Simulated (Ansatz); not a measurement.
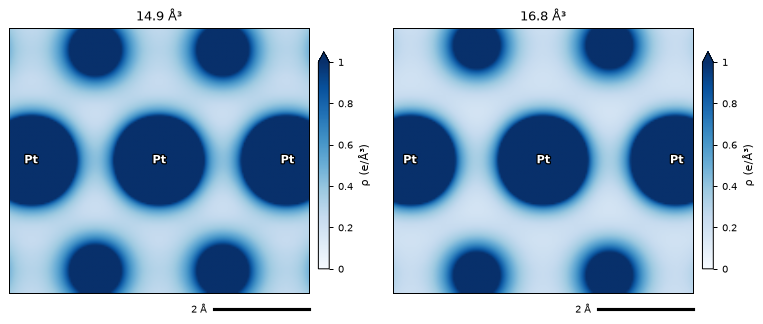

Pt. The valence pseudo-density of cells scaled evenly to different volumes (given per atom above each panel), on the (100) plane of each (indices in the axes of the cell below), at one length scale and on one colour scale.

A structure from a database of computed crystals, not necessarily the ambient phase.

The calculation used Kohn-Sham DFT of a periodic cell, r2SCAN, Ansatz PAW in Ansatz 0.2.0.

The largest cell:

```
Pt
1.0
     2.81481    0.00000    0.00000
    -1.40741    2.43770    0.00000
     0.00000    0.00000    4.88612
Pt
2
Cartesian
  0.0000 1.6251 1.2215
  1.4074 0.8126 3.6646
```

| volume (Å³/atom) | Pt–Pt contact in the plane (Å) | ρ at its midpoint (e/Å³) | pressure (GPa) | 
| --- | --- | --- | --- |
| 14.87 | 2.704 | 0.427 | 10.8 | 
| 15.50 | 2.742 | ? | ? | 
| 16.76 | 2.815 | 0.344 | −17.6 | 

Question: What values belong in the row with question marks?

Answer: Over the known rows ln ρ falls by 1.95 per Å of Pt–Pt distance (the line through the two), which gives 0.397 e/Å³ at 2.742 Å; the calculation gives 0.397 e/Å³. For the pressure, a straight line in volume between the neighbouring rows gives 1.3 GPa; the calculation gives −1.3, lower because pressure rises ever faster on compression.
